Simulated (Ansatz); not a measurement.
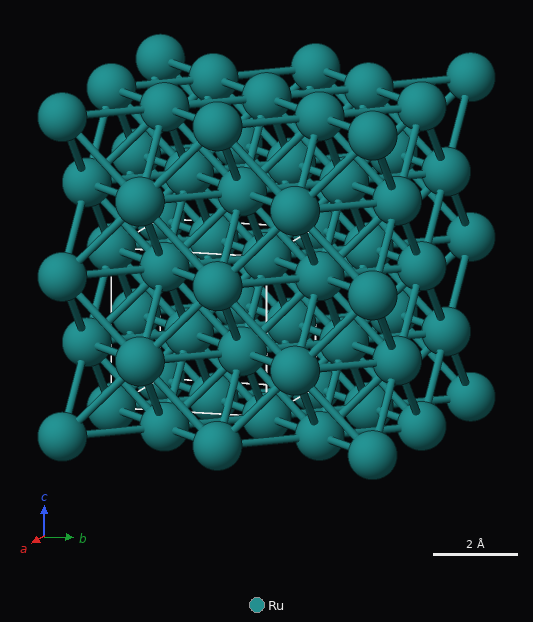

The starting structure (ball-and-stick view of the cell 4 times as large as that of the calculation, set on its symmetry axes, repeated 2 × 2 × 2, seen slightly off an axis). An atom can appear more than once, as a periodic image.

Geometry relaxation, with input and output: Ru

Ru (Fm-3m, 1 atom in the cell), computed with DFT PBE, scalar-relativistic, plane waves, PAW, no spin polarisation (Ansatz 0.2.0).

The structure was made by swapping elements on the sites of another compound; it need not be a known phase. It belongs to a series of runs on one base structure; here: Rh -> Ru on all its sites, cell and atoms relaxed.

### Output
```
Engine: ansatz 0.2.0, aarch64-unknown-linux-gnu
Pseudopotentials: kind: paw
Pseudopotential: Ru, paw, valence charge 16, recommended cutoff 420 eV (normal), Ru.paw.azcp
Functional definition: PBE
  parameter kappa = 0.804
  parameter beta = 0.06672455060314922
  exchange = pbe_x(kappa = kappa, mu = beta*pi^2/3)
  correlation = pbe_c(beta = beta)
Crystal: 1 atoms, lattice volume = 14.866 Å³
Basis set: ecut = 420 eV, 283 PW (Γ), exchange–correlation on 40×40×40 points (8 copies of the dense FFT grid, shifted against one another)
Bands: 12, of which v1, the nominal top of the filled ones, is band 8 counted from 1 (7 counted from 0)
Symmetry: 48 space group operations
Space group: Fm-3m (ITA 225), of the structure as read, at distance tolerance 2.5e-5 Å
k-points: 29 of 512
Non-local potential: Ru, projectors of the file, l = 0: 3, l = 1: 2, l = 2: 2, l = 3: 1
PAW form: soft (Blöchl's): semilocal exchange-correlation on the pseudo side does not see the compensation charge
PAW one-centre angular grid: Ru, 590 points (default); XC on 64 Gauss nodes
Initial density: superposition of atomic densities (neutral atoms: chi_scale 0, normalization atom), corrected by the library's trained network
Initial wavefunctions: pseudopotential atomic-orbital guess
Functional: x = pbe(κ = 0.804, μ = 0.2195149727645171), c = pbe(β = 0.06672455060314922)
SCF iter   1: F=—  HF=-5878.545735 eV  |F-HF|=—  |Δ(HF+E_count)|=         —  Δρ=7.94e-3  dr2=2.38e-3  ethr=1.77e-3  ⟨swp⟩=5.0  Hψ=1943  notcnv=0
preconditioner: auto → none  [insulator: Δε(μ)=0.157 eV  Ē_g=10.719 eV  σ=0.100 eV  W_gap=0.63  n_scr=0 (ndim 8)  ℏωp=27.2 eV  f_vac=0.000  D(μ)=0.92/eV (n_scr^D=14)  ε∞_Penn≈7.5]
SCF iter   2: F=—  HF=-5878.545441 eV  |F-HF|=—  |Δ(HF+E_count)|=   2.94e-4  Δρ=3.81e-3  dr2=4.39e-4  ethr=1.49e-5  ⟨swp⟩=2.1  Hψ=724  notcnv=0
SCF iter   3: F=—  HF=-5878.545539 eV  |F-HF|=—  |Δ(HF+E_count)|=   9.78e-5  Δρ=1.34e-3  dr2=8.22e-5  ethr=2.74e-6  ⟨swp⟩=2.8  Hψ=568  notcnv=0
SCF iter   4: F=—  HF=-5878.545551 eV  |F-HF|=—  |Δ(HF+E_count)|=   1.24e-5  Δρ=9.84e-5  dr2=6.55e-7  ethr=5.14e-7  ⟨swp⟩=2.7  Hψ=550  notcnv=0
iter 5 did not close the SCF: its close was put off for the readings that it lacked (scf_convergence_deferred on its scf_iter line)
SCF iter   5: F=-5878.545552 eV  HF=-5878.545552 eV  |F-HF|=5.78e-8  |Δ(HF+E_count)|=   4.96e-7  Δρ=2.62e-5  dr2=9.01e-8  ethr=4.09e-9  ⟨swp⟩=2.2  Hψ=564  notcnv=0
SCF iter   6: F=-5878.545552 eV  HF=-5878.545552 eV  |F-HF|=6.67e-9  |Δ(HF+E_count)|=   1.78e-8  Δρ=8.72e-6  dr2=1.02e-8  ethr=5.63e-10  ⟨swp⟩=2.9  Hψ=1310  notcnv=0
SCF 1 converged in 6 iterations: F = -5878.545552 eV  dr2 = 1.02e-8
  greatest PAW one-centre occupation: 0.998 electrons in one spin orbital (limit 2), on the Ru atom at site 0 (counted from 0), in its partial waves of l = 0
relax step   1: F+E_penalty+E_count = -5878.54555175 eV  Δ(F+E_penalty+E_count) = +0.000e0 eV  max|allowed force component| = 0.000e0 eV/Å  Δτ_max = 0.0000 Å  P = -19.158 GPa  Ω = 14.866 Å³  (6 SCF iters, dr2 threshold 1.00e-7 eV, accepted)
Crystal: 1 atoms, lattice volume = 12.796 Å³
Basis set: ecut = 420 eV, 259 PW (Γ), exchange–correlation on 40×40×40 points (8 copies of the dense FFT grid, shifted against one another)
Initial density: handed on by an earlier stage of this run
Initial wavefunctions: those handed on with the density
iter 1 solved again at ethr=7.00e-5 eV; its pass at ethr=3.10e-3 eV (dr2=1.12e-2 eV) is discarded
SCF iter   1: F=—  HF=-5878.538349 eV  |F-HF|=—  |Δ(HF+E_count)|=         —  Δρ=1.08e-2  dr2=1.13e-2  ethr=7.00e-5  ⟨swp⟩=2.0  Hψ=2536  notcnv=0
preconditioner: auto → none  [insulator: Δε(μ)=0.105 eV  Ē_g=12.248 eV  σ=0.100 eV  W_gap=0.51  n_scr=0 (ndim 8)  ℏωp=29.4 eV  f_vac=0.000  D(μ)=0.69/eV (n_scr^D=8)  ε∞_Penn≈6.7]
SCF iter   2: F=—  HF=-5878.536096 eV  |F-HF|=—  |Δ(HF+E_count)|=   2.25e-3  Δρ=4.84e-3  dr2=9.16e-4  ethr=7.00e-5  ⟨swp⟩=2.1  Hψ=511  notcnv=0
SCF iter   3: F=—  HF=-5878.536230 eV  |F-HF|=—  |Δ(HF+E_count)|=   1.34e-4  Δρ=2.03e-3  dr2=1.74e-4  ethr=5.72e-6  ⟨swp⟩=2.0  Hψ=569  notcnv=0
SCF iter   4: F=—  HF=-5878.536302 eV  |F-HF|=—  |Δ(HF+E_count)|=   7.15e-5  Δρ=8.92e-5  dr2=3.17e-7  ethr=1.09e-6  ⟨swp⟩=1.4  Hψ=419  notcnv=0
SCF iter   5: F=—  HF=-5878.536304 eV  |F-HF|=—  |Δ(HF+E_count)|=   2.62e-6  Δρ=1.68e-5  dr2=1.33e-8  ethr=6.25e-10  ⟨swp⟩=5.8  Hψ=1743  notcnv=0
SCF iter   6: F=-5878.536304 eV  HF=-5878.536304 eV  |F-HF|=2.01e-10  |Δ(HF+E_count)|=   3.08e-9  Δρ=2.02e-6  dr2=3.16e-10  ethr=8.34e-11  ⟨swp⟩=2.0  Hψ=1184  notcnv=0
SCF 2 converged in 6 iterations: F = -5878.536304 eV  dr2 = 3.16e-10
relax step   2: F+E_penalty+E_count = -5878.53630438 eV  Δ(F+E_penalty+E_count) = +9.247e-3 eV  max|allowed force component| = 0.000e0 eV/Å  Δτ_max = 0.0000 Å  P = +27.505 GPa  Ω = 12.796 Å³  energy of the carried Pulay correction = +8.135e-4 eV  (6 SCF iters, dr2 threshold 1.00e-7 eV, rejected (line search))
Crystal: 1 atoms, lattice volume = 13.940 Å³
iter 1 solved again at ethr=2.22e-5 eV; its pass at ethr=3.10e-3 eV (dr2=3.55e-3 eV) is discarded
SCF iter   1: F=—  HF=-5878.614023 eV  |F-HF|=—  |Δ(HF+E_count)|=         —  Δρ=5.84e-3  dr2=3.59e-3  ethr=2.22e-5  ⟨swp⟩=2.0  Hψ=2496  notcnv=0
preconditioner: auto → none  [insulator: Δε(μ)=0.164 eV  Ē_g=11.358 eV  σ=0.100 eV  W_gap=0.58  n_scr=0 (ndim 8)  ℏωp=28.1 eV  f_vac=0.000  D(μ)=0.78/eV (n_scr^D=8)  ε∞_Penn≈7.1]
SCF iter   2: F=—  HF=-5878.613562 eV  |F-HF|=—  |Δ(HF+E_count)|=   4.60e-4  Δρ=2.85e-3  dr2=3.74e-4  ethr=2.22e-5  ⟨swp⟩=2.2  Hψ=470  notcnv=0
SCF iter   3: F=—  HF=-5878.613621 eV  |F-HF|=—  |Δ(HF+E_count)|=   5.85e-5  Δρ=1.16e-3  dr2=6.94e-5  ethr=2.34e-6  ⟨swp⟩=2.0  Hψ=577  notcnv=0
SCF iter   4: F=—  HF=-5878.613651 eV  |F-HF|=—  |Δ(HF+E_count)|=   2.98e-5  Δρ=6.62e-5  dr2=1.68e-7  ethr=4.34e-7  ⟨swp⟩=2.0  Hψ=555  notcnv=0
SCF iter   5: F=—  HF=-5878.613653 eV  |F-HF|=—  |Δ(HF+E_count)|=   2.11e-6  Δρ=5.93e-6  dr2=2.08e-9  ethr=1.05e-9  ⟨swp⟩=2.2  Hψ=501  notcnv=0
SCF iter   6: F=-5878.613653 eV  HF=-5878.613653 eV  |F-HF|=3.64e-12  |Δ(HF+E_count)|=  4.87e-10  Δρ=6.72e-7  dr2=2.17e-11  ethr=6.25e-12  ⟨swp⟩=4.1  Hψ=1201  notcnv=0
SCF 3 converged in 6 iterations: F = -5878.613653 eV  dr2 = 2.17e-11
relax step   3: F+E_penalty+E_count = -5878.61365289 eV  Δ(F+E_penalty+E_count) = -6.810e-2 eV  max|allowed force component| = 0.000e0 eV/Å  Δτ_max = 0.0000 Å  P = -3.234 GPa  Ω = 13.940 Å³  energy of the carried Pulay correction = +3.493e-4 eV  (6 SCF iters, accepted)
Crystal: 1 atoms, lattice volume = 13.793 Å³
iter 1 solved again at ethr=4.29e-7 eV; its pass at ethr=3.10e-3 eV (dr2=6.86e-5 eV) is discarded
SCF iter   1: F=—  HF=-5878.615254 eV  |F-HF|=—  |Δ(HF+E_count)|=         —  Δρ=7.84e-4  dr2=6.98e-5  ethr=4.29e-7  ⟨swp⟩=2.0  Hψ=2405  notcnv=0
preconditioner: auto → none  [insulator: Δε(μ)=0.164 eV  Ē_g=11.463 eV  σ=0.100 eV  W_gap=0.54  n_scr=0 (ndim 8)  ℏωp=28.3 eV  f_vac=0.000  D(μ)=0.77/eV (n_scr^D=8)  ε∞_Penn≈7.1]
SCF iter   2: F=—  HF=-5878.615241 eV  |F-HF|=—  |Δ(HF+E_count)|=   1.35e-5  Δρ=3.65e-4  dr2=6.12e-6  ethr=4.29e-7  ⟨swp⟩=2.4  Hψ=501  notcnv=0
SCF iter   3: F=—  HF=-5878.615241 eV  |F-HF|=—  |Δ(HF+E_count)|=   3.70e-7  Δρ=1.52e-4  dr2=1.15e-6  ethr=3.82e-8  ⟨swp⟩=2.2  Hψ=583  notcnv=0
SCF iter   4: F=-5878.615241 eV  HF=-5878.615241 eV  |F-HF|=1.56e-9  |Δ(HF+E_count)|=   3.95e-7  Δρ=7.98e-6  dr2=1.93e-9  ethr=6.25e-10  ⟨swp⟩=2.9  Hψ=1309  notcnv=0
SCF 4 converged in 4 iterations: F = -5878.615241 eV  dr2 = 1.93e-9
relax step   4: F+E_penalty+E_count = -5878.61524147 eV  Δ(F+E_penalty+E_count) = -1.589e-3 eV  max|allowed force component| = 0.000e0 eV/Å  Δτ_max = 0.0000 Å  P = -0.063 GPa  Ω = 13.793 Å³  energy of the carried Pulay correction = +4.070e-4 eV  (4 SCF iters, dr2 threshold 1.00e-7 eV, accepted)
Basis set: ecut = 420 eV, 283 PW (Γ), exchange–correlation on 36×36×36 points (8 copies of the dense FFT grid, shifted against one another)
Initial wavefunctions: pseudopotential atomic-orbital guess (no wavefunctions were taken with the density)
iter 1 solved again at ethr=1.36e-7 eV; its pass at ethr=3.10e-3 eV (dr2=2.17e-5 eV) is discarded
SCF iter   1: F=—  HF=-5878.614712 eV  |F-HF|=—  |Δ(HF+E_count)|=         —  Δρ=2.39e-4  dr2=1.32e-6  ethr=1.36e-7  ⟨swp⟩=3.1  Hψ=2933  notcnv=0
preconditioner: auto → none  [insulator: Δε(μ)=0.164 eV  Ē_g=11.464 eV  σ=0.100 eV  W_gap=0.54  n_scr=0 (ndim 8)  ℏωp=28.3 eV  f_vac=0.000  D(μ)=0.77/eV (n_scr^D=8)  ε∞_Penn≈7.1]
SCF iter   2: F=—  HF=-5878.614715 eV  |F-HF|=—  |Δ(HF+E_count)|=   3.24e-6  Δρ=1.10e-4  dr2=2.46e-7  ethr=8.24e-9  ⟨swp⟩=2.4  Hψ=580  notcnv=0
SCF iter   3: F=—  HF=-5878.614715 eV  |F-HF|=—  |Δ(HF+E_count)|=   1.18e-7  Δρ=2.63e-5  dr2=3.35e-8  ethr=1.54e-9  ⟨swp⟩=2.3  Hψ=545  notcnv=0
SCF iter   4: F=-5878.614715 eV  HF=-5878.614715 eV  |F-HF|=6.68e-10  |Δ(HF+E_count)|=   1.48e-9  Δρ=4.44e-6  dr2=5.46e-10  ethr=6.25e-12  ⟨swp⟩=3.0  Hψ=1428  notcnv=0
SCF 5 converged in 4 iterations: F = -5878.614715 eV  dr2 = 5.46e-10
relax step   5: F+E_penalty+E_count = -5878.61471507 eV  Δ(F+E_penalty+E_count) = +5.264e-4 eV  max|allowed force component| = 0.000e0 eV/Å  Δτ_max = 0.0000 Å  P = -0.017 GPa  Ω = 13.793 Å³  stress off target by 1.73e-2 GPa  SCF on the basis re-selected at this cell (its energy is not comparable with the rows above)  (4 SCF iters)
```

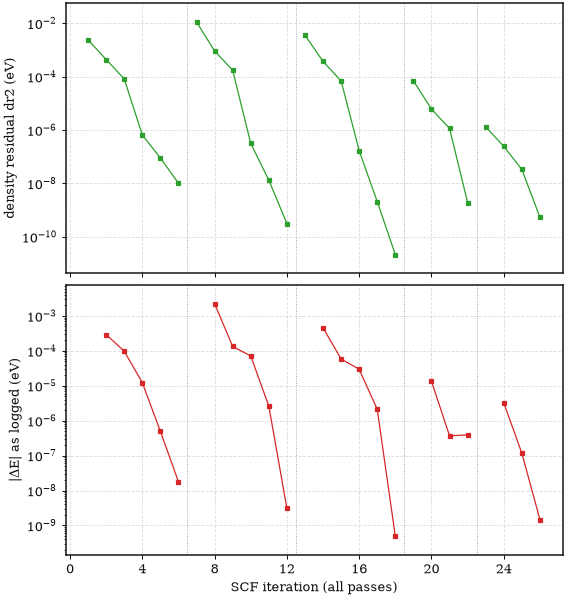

Convergence of the self-consistent field: density residual dr2 and size of the energy change against the SCF iteration. The dotted lines part the SCF passes of the relaxation: geometry steps, rejected trials and re-solves on a re-selected basis. The 5 passes take 4 to 6 iterations each, 26 in all.

```
basis re-selected at this cell: Δ(F+E_penalty+E_count) = +5.264e-4 eV, ΔP = +0.046 GPa vs the last step (what re-selecting the basis moved, of the pressure what is left beyond the Pulay correction that the steps carried, after the strain that the cell walked since its last selection, with what the two solves' SCF thresholds leave and, on support functions, any second-order correction that the steps lacked; it is no measure of the basis error at this ecutwfc). The dense FFT grid was sized anew with the basis: this SCF ran on 18×18×18 points, the steps before it on 20×20×20, so part of this shift can come from that change (see relax.cell in the input reference). This SCF's stress stands 1.73e-2 GPa from its target on what of the cell is left free (relax.cell.stress_tol is 5.00e-1 GPa) and its largest allowed force component is 0.00e0 eV/Å (relax.f_tol is 5.00e-2 eV/Å): within both
SCF converged after 4 iterations
Free energy (F): -5878.614715 eV
Harris-Foulkes:  -5878.614715 eV  (|F-HF|=6.68e-10)
Internal energy: -5878.610885 eV  (E = F + TS)
E sigma→0 (E₀):  -5878.612800 eV
Entropy (-TS):   -0.003830 eV (-3.830 meV/atom)
Fermi energy:    22.879713 eV
--- Per-component energies (eV) ---
  E_band       = -59.019298
  E_kinetic    = 514.039492
  E_local      = -1274.121028  (includes V_loc(G=0)·N_el)
  E_nonlocal   = 343.148630
  E_hartree    = 409.382797
  E_xc         = -190.481831
  E_vxc        = -239.137064  (∫ρ·V_xc dr)
  E_paw        = -3460.756506  (= ΣΔE_a)
  E_vpaw       = -221.714779  (= ΣTr[D̂ρ^β])
  E_aug_tail   = -0.000197  (compensation charges beyond the density's cutoff)
  E_ewald      = -2219.822243
  E_smearing   = -0.003830  (= −TS)
  E_closure    = 0.000000  (closes the sum)
  Σ components = -5878.614715   (vs F -5878.614715, Δ=0.00e0)
--- Forces (eV/Å), atoms counted from 1 ---
  atom   1  Ru     0.00000000     0.00000000     0.00000000
  max |Σ_I F_I| component: 6.57e-32 eV/Å
--- Stress (GPa, compression-positive) ---
       -0.017345      -0.000000      -0.000000
       -0.000000      -0.017345      -0.000000
       -0.000000      -0.000000      -0.017345
  P = ⅓ Tr σ = -0.0173 GPa (-0.173 kbar)
--- Band table (eV; the first three rows and the last of 29) ---
  k-point 0: bands = ["-49.9908", "-19.3936", "-19.3936", "-19.3936", "15.1802", "20.4746", "20.4746", "20.4746", "22.8693", "22.8693", "37.8609", "43.3745"]
  k-point 1: bands = ["-49.9662", "-19.5482", "-19.4139", "-19.4139", "15.8058", "20.1874", "20.7153", "20.7153", "22.7407", "22.7407", "38.8460", "41.1338"]
  k-point 2: bands = ["-49.9065", "-19.9130", "-19.4626", "-19.4626", "17.0149", "20.2276", "20.8675", "20.8675", "23.0335", "23.0335", "37.9869", "40.0964"]
  k-point 28: bands = ["-49.7650", "-20.0601", "-20.0601", "-19.7753", "18.1780", "19.6175", "19.6175", "22.5211", "25.2095", "33.3656", "33.3656", "34.8796"]
--- Relaxed structure (4 steps of the walk, 3 accepted, 1 SCFs on fresh bases) ---
  F+E_penalty+E_count = -5878.61471507 eV   max|allowed force component| = 0.000e0 eV/Å   (the final SCF, on the basis selected at the relaxed cell)
  cell:  # Å, volume = 13.7927 Å³
    - [-4.076297186520362e-34, 1.9034428875427372, 1.9034428875427372]
    - [1.9034428875427372, -1.910764952131955e-34, 1.9034428875427372]
    - [1.9034428875427372, 1.9034428875427372, 1.2738430082238974e-35]
  atoms:
    - { symbol: Ru, position: [0.0, 0.0, 0.0] }
```

### Trajectory as extended XYZ (Å, eV, eV/Å), 5 frames, from step=1 to step=5
```
1
Lattice="0.0000 1.9516 1.9516 1.9516 0.0000 1.9516 1.9516 1.9516 0.0000" Properties=species:S:1:pos:R:3:forces:R:3 step=1 energy=-5878.54555 pressure_GPa=-19.16
Ru    0.0000    0.0000    0.0000    0.0000   0.0000   0.0000
1
Lattice="0.0000 1.8564 1.8564 1.8564 0.0000 1.8564 1.8564 1.8564 0.0000" Properties=species:S:1:pos:R:3:forces:R:3 step=2 energy=-5878.53630 pressure_GPa=27.50 accepted=F
Ru    0.0000    0.0000    0.0000    0.0000   0.0000   0.0000
1
Lattice="0.0000 1.9102 1.9102 1.9102 0.0000 1.9102 1.9102 1.9102 0.0000" Properties=species:S:1:pos:R:3:forces:R:3 step=3 energy=-5878.61365 pressure_GPa=-3.23
Ru    0.0000    0.0000    0.0000    0.0000   0.0000   0.0000
1
Lattice="0.0000 1.9034 1.9034 1.9034 0.0000 1.9034 1.9034 1.9034 0.0000" Properties=species:S:1:pos:R:3:forces:R:3 step=4 energy=-5878.61524 pressure_GPa=-0.06
Ru    0.0000    0.0000    0.0000    0.0000   0.0000   0.0000
1
Lattice="0.0000 1.9034 1.9034 1.9034 0.0000 1.9034 1.9034 1.9034 0.0000" Properties=species:S:1:pos:R:3:forces:R:3 step=5 energy=-5878.61471 pressure_GPa=-0.02
Ru    0.0000    0.0000    0.0000    0.0000   0.0000   0.0000
```

This output came from the following input.

### Input file
```yaml
crystal:
  lattice:
    - [0.0, 1.9515759054, 1.9515759054]
    - [1.9515759054, 0.0, 1.9515759054]
    - [1.9515759054, 1.9515759054, 0.0]
  atoms:
    - { symbol: Ru, position: [0.0, 0.0, 0.0] }
basis:
  ecutwfc: 420
kpoints:
  mp_grid: { grid: [8, 8, 8] }
hamiltonian:
  xc: pbe
scf:
  occupations: { method: gaussian, width: 0.1 }
output:
  forces: true
  stress: true
  eigenvalues: true
relax:
  adjacent_minimum: "off"
  f_tol: 0.05
  max_steps: 60
  cell: { stress_tol: 0.5 }
```

Run as:
```bash
ansatz run input.yaml --threads 1 --pin off --max-ram 2560MiB --backend cpu --events-out ev --progress --plain --runs-dir out
```

### Key numbers

- outcome: converged
- space group (tolerance 0.01 Å): Fm-3m (225)
- electrons treated: 16
- free energy: −5878.6147 eV
- Fermi energy: 22.880 eV
- gap on the k-point mesh: none (metallic)
- pressure: −0.02 GPa
- final volume: 13.79 Å³
- largest force (length of the vector) at the end: under 0.001 eV/Å
- final cell: a = 2.692 Å, b = 2.692 Å, c = 2.692 Å, α = 60.00°, β = 60.00°, γ = 60.00°
- hardware: 1 thread of Arm Neoverse V1, 24 GiB of memory available, shared host
- wall time: 2.5 s
- peak memory: 0.26 GiB
